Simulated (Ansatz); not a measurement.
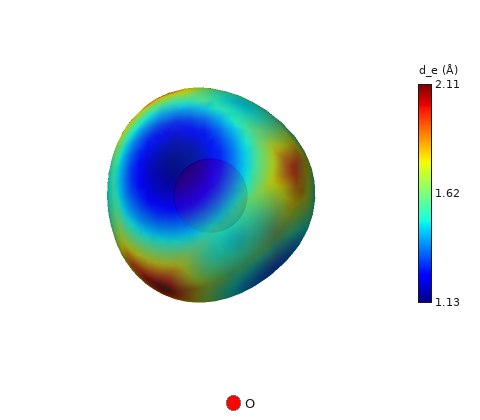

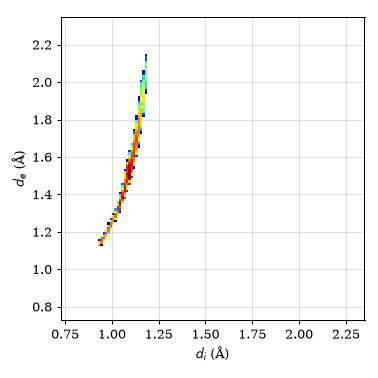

Hirshfeld surface computed for one O atom in HfO2 (P4_2/nmc), coloured by d_e. The second picture is its fingerprint plot, coloured by area on a logarithmic scale (blue little, red much).

The surface is where the fragment's share of the procrystal density (the sum of the densities of spherically averaged neutral Hartree-Fock atoms) equals one half. d_i and d_e are the distances from the surface to the nearest nucleus inside and outside. From Rb on the atoms have core potentials, so only their outer electrons count.

The cell is taken from the geometry relaxed in a fixed cell with DFT PBE, scalar-relativistic, plane waves, PAW in Ansatz 0.2.0.

```cif
data_structure
_symmetry_space_group_name_H-M 'P4_2/nmc:1'
_symmetry_Int_Tables_number 137
_cell_length_a 3.5580
_cell_length_b 3.5580
_cell_length_c 5.1719
_cell_angle_alpha 90.000
_cell_angle_beta 90.000
_cell_angle_gamma 90.000
_cell_volume 65.47
loop_
_atom_site_label
_atom_site_type_symbol
_atom_site_symmetry_multiplicity
_atom_site_Wyckoff_symbol
_atom_site_fract_x
_atom_site_fract_y
_atom_site_fract_z
_atom_site_occupancy
Hf1 Hf 2 a 0.50000 0.50000 0.50000 1
O1 O 4 d 0.00000 0.50000 0.70182 1
```

Q: What is the shortest distance from the fragment to an atom outside it?

A: O–Hf, 2.06 Å.

Q: How is the surface shared among contacts (nearest atom inside ··· nearest atom outside)?

A: O···Hf 67 %, O···O 33 %. The surface faces 10 neighbours with more than 2 % of its area each: 6 O + 4 Hf.

Q: Give the size and shape of the surface.

A: It encloses about 5.4 Å³, has an area of about 15 Å² and a globularity of 0.99 (1 for a sphere).

Q: Where does the fingerprint reach closest to the origin?

A: The smallest d_i + d_e is about 2.1 Å, which belongs to the shortest contact, O···Hf at 2.06 Å; d_e runs from 1.13 to 2.11 Å.
